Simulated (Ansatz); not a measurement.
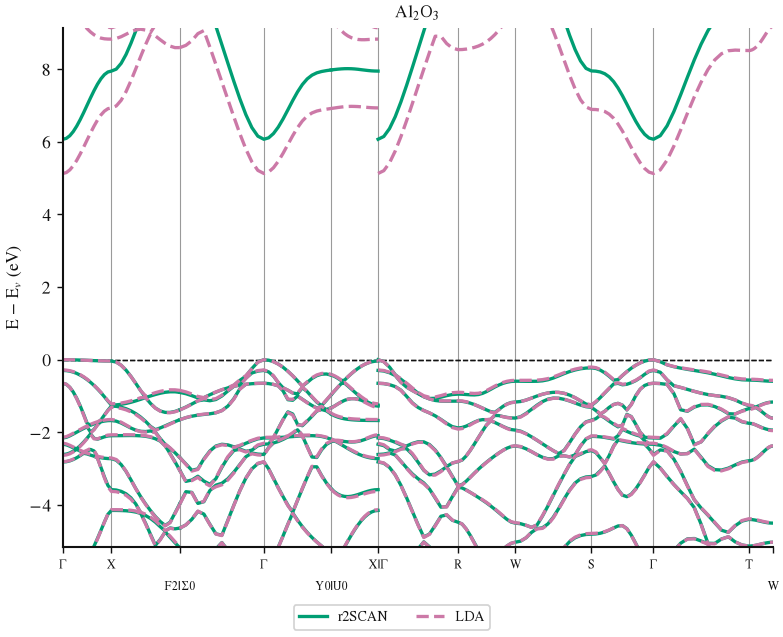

Band structures of Al2O3, space group Immm, 5 atoms in the cell, by two methods on the same cell. Each is counted from its own valence-band top.

What changes from one method to the other?

Answer. r2SCAN gives a gap of 6.07 eV along the path and LDA gives a gap of 5.13 eV along the path. Over the top 3 filled bands the two differ by 0.01 eV on average.

Settings. r2SCAN: DFT r2SCAN, scalar-relativistic, plane waves, PAW, no spin polarisation, 10×10×10 k mesh, 500 eV cutoff, Gaussian smearing of 0.02 eV (Ansatz). LDA: DFT LDA, scalar-relativistic, plane waves, PAW, no spin polarisation, 10×10×10 k mesh, 420 eV cutoff, Gaussian smearing of 0.02 eV (Ansatz 0.2.0).

The structure is an invented one, so it need not be a known or stable phase.
